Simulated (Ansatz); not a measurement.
# Ti$_{4}$O$_{5}$: what the fields show

```
CELL_PARAMETERS angstrom
6.87116 0.00000 0.00000
0.00000 -6.87116 0.00000
0.00000 0.00000 -3.91694
ATOMIC_POSITIONS crystal
Ti 0.71536 0.89295 0.50000
Ti 0.21536 0.39295 0.00000
Ti 0.39295 0.78464 0.00000
Ti 0.89295 0.28464 0.50000
Ti 0.10705 0.71536 0.50000
Ti 0.60705 0.21536 0.00000
Ti 0.28464 0.10705 0.50000
Ti 0.78464 0.60705 0.00000
O 0.80756 0.59191 0.50000
O 0.30756 0.09191 0.00000
O 0.09191 0.69244 0.00000
O 0.59191 0.19244 0.50000
O 0.40809 0.80756 0.50000
O 0.90809 0.30756 0.00000
O 0.19244 0.40809 0.50000
O 0.69244 0.90809 0.00000
O 0.00000 0.00000 0.50000
O 0.50000 0.50000 0.00000
```

Space group I4/m; a structure from a database of computed crystals, not necessarily the ambient phase; changed on purpose from its base cell (strain +0.050 along x and y, -0.050 along z, atoms carried along); not relaxed (largest force 0.7 eV/Å); computed pressure about −6 GPa in this cell; computed without spin polarisation.

The calculation used DFT PBEsol, scalar-relativistic, plane waves, PAW (Ansatz).

In a PAW calculation such maps are meaningful between the atoms, not at the nuclei.

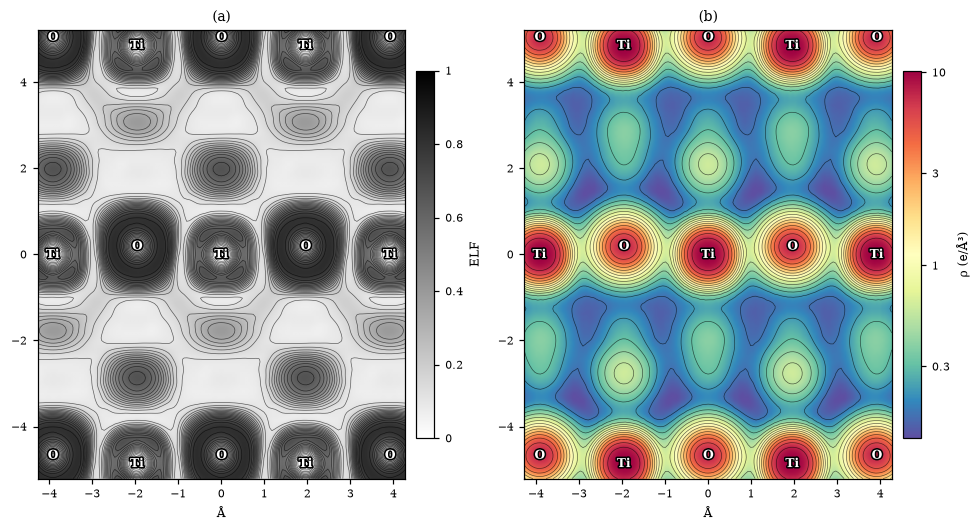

Figure 1. (a) ELF; (b) valence electron density on the (11̄0) plane of the conventional cell.

Describe what can be read from this map.

The plane passes through Ti and O nuclei. Atoms just off the plane (O, 0.9 Å away) can leave unmarked features too. Ti–O (1.97 Å): ρ is about 0.65 e/Å³ halfway; the ELF peaks at about 0.80 in the valence shell of O, 0.6 Å from its nucleus, and is about 0.15 at the midpoint (no localised pair shows between them). Between the atoms the lowest density in this plane is 0.13 e/Å³. The features right at Ti lie inside the PAW spheres, where the map follows smoothed inner orbitals and isn't to be read closely.

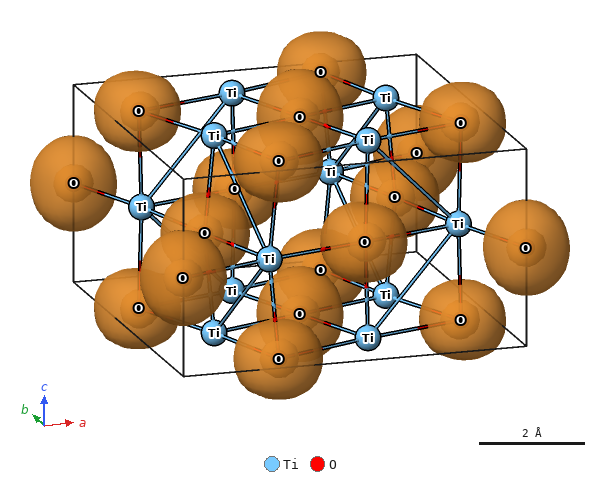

Figure 2. Isosurface of the electron localisation function at 0.7 (orange), seen slightly off an axis. Core shells and regions of very low density are left out. Sticks mark near contacts.

Identify the bonds, lone pairs and shells in this picture.

The ELF exceeds this value in ten regions wrapped around O (the valence shell of each), counted in one cell of 18 atoms. Regions shared between cells count once.


 Ti–Ti (2.81 Å): the ELF is about 0.20 at the midpoint: no localised pair shows between them.

Does the calculation give a band gap?

It is metallic or semimetallic at this level of theory: no gap opens; semilocal functionals without U, or without the true magnetic order, often close the gap of such compounds.
